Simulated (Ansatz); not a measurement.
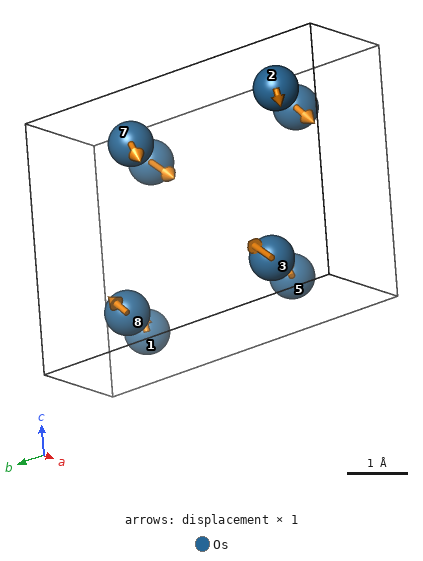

A relaxation of a crystal of Os (built on the O_12 type) (coarse preliminary run). The starting structure is drawn; orange arrows show the displacements (the part carried along by the change of the cell is left out), at their true length.

The picture is a ball-and-stick view of the cell of the calculation, seen from a free direction.

Case: O type (C2/m, No. 12).

Level of theory: DFT PBE, scalar-relativistic, plane waves, PAW in Ansatz 0.2.0. Set-up: plane-wave cutoff 420 eV; k-point mesh 4 × 4 × 4; occupations gaussian; smearing width 0.1 eV; no spin polarisation; cell and atoms relaxed; force threshold 0.04 eV/Å; at most 70 steps.

Q: What did the optimiser do to the structure, and how much energy did it gain?

A: The largest moves relative to the cell, 0.86 Å, are those of Os atoms. The volume changes by −9.3 %, with a = b 5.807 → 5.510 Å (−5.1 %), c 4.416 → 4.344 Å (−1.6 %), α 111.2° → 90.0°, β 111.2° → 90.0°, γ 70.5° → 60.0°. Near-neighbour distances that change, for instance: Os–Os 1.433 → 2.692 Å, Os–Os 3.578 → 2.753 Å, Os–Os 3.494 → 2.692 Å, Os–Os 3.438 → 2.754 Å. New bonds form: Os–Os (3.44 → 2.75 Å), Os–Os (3.49 → 2.69 Å), Os–Os (3.58 → 2.75 Å). Among the angles between lasting bonds that change: Os–Os–Os 89.7° → 120.8°, Os–Os–Os 89.7° → 59.2°, Os–Os–Os 90.5° → 120.8°. The space group (tolerance 0.01 Å) goes from C2/m (No. 12) to P6_3/mmc (No. 194). After 14 accepted moves (16 points after the start) the energy has fallen by 20971 meV per atom. The largest force component goes from 200 to 0.0052 eV/Å. Pressure: 503.37 GPa at the start and −0.11 GPa at the end. At 2 points the geometry stayed and the basis and grid were re-selected for the new cell (energy shift of 81.1 meV per atom at most each time). The run took of the order of 2.5 core-minutes on a shared host.
